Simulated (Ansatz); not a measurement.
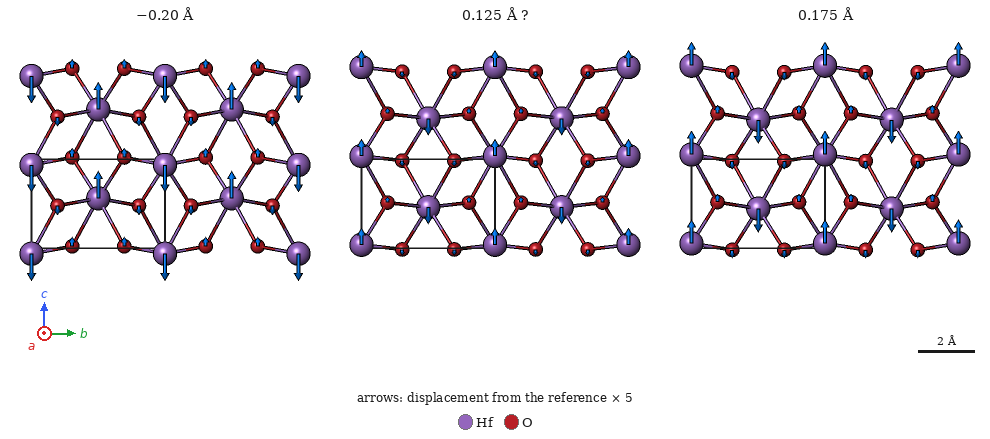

A scan of solid HfO$_{2}$ (P4_2/mnm): a normal mode at the zone centre is frozen in with the cell fixed, the amplitude being the largest displacement of an atom. The picture is a ball-and-stick view of the cell of the calculation, repeated 1 × 2 × 2 with one cell outlined, seen along the a axis. Blue arrows: displacements from the reference.

Computed with Ansatz, DFT r2SCAN, scalar-relativistic, plane waves, PAW. (plane-wave cutoff 500 eV; k-point mesh 6 × 6 × 8; occupations gaussian; smearing width 0.05 eV; no spin polarisation). Energies (free energies at the smearing named) are counted from the relaxed crystal.

```json
{"largest displacement (Å)": "−0.200", "E − E(ref) (meV/cell)": "267.3"}
{"largest displacement (Å)": "−0.100", "E − E(ref) (meV/cell)": "63.4"}
{"largest displacement (Å)": "0.000", "E − E(ref) (meV/cell)": "0.0"}
{"largest displacement (Å)": "0.025", "E − E(ref) (meV/cell)": "3.9"}
{"largest displacement (Å)": "0.050", "E − E(ref) (meV/cell)": "15.6"}
{"largest displacement (Å)": "0.075", "E − E(ref) (meV/cell)": "35.4"}
{"largest displacement (Å)": "0.125", "E − E(ref) (meV/cell)": "?"}
{"largest displacement (Å)": "0.150", "E − E(ref) (meV/cell)": "146.0"}
{"largest displacement (Å)": "0.175", "E − E(ref) (meV/cell)": "201.5"}
```

> Fill in the missing row.

A straight line between the two neighbours gives 109.1 meV/cell. A cubic through the four nearest rows (0.050, 0.075, 0.150, 0.175) gives, with Lagrange weights, (−0.2000)(15.6) + (0.5000)(35.4) + (1.0000)(146.0) + (−0.3000)(201.5) = 100.1 meV/cell. The calculation gives 100.1 meV/cell, so the cubic is right to the digits shown and the straight line 9.0 meV/cell too high, as the curve bends upwards here.

The whole profile:

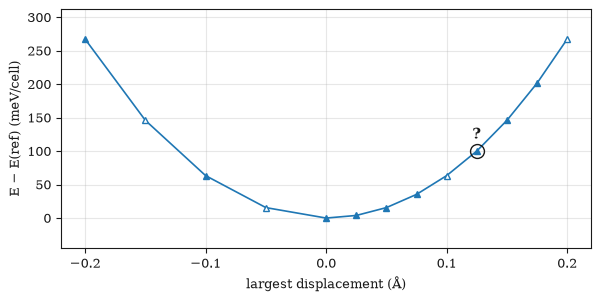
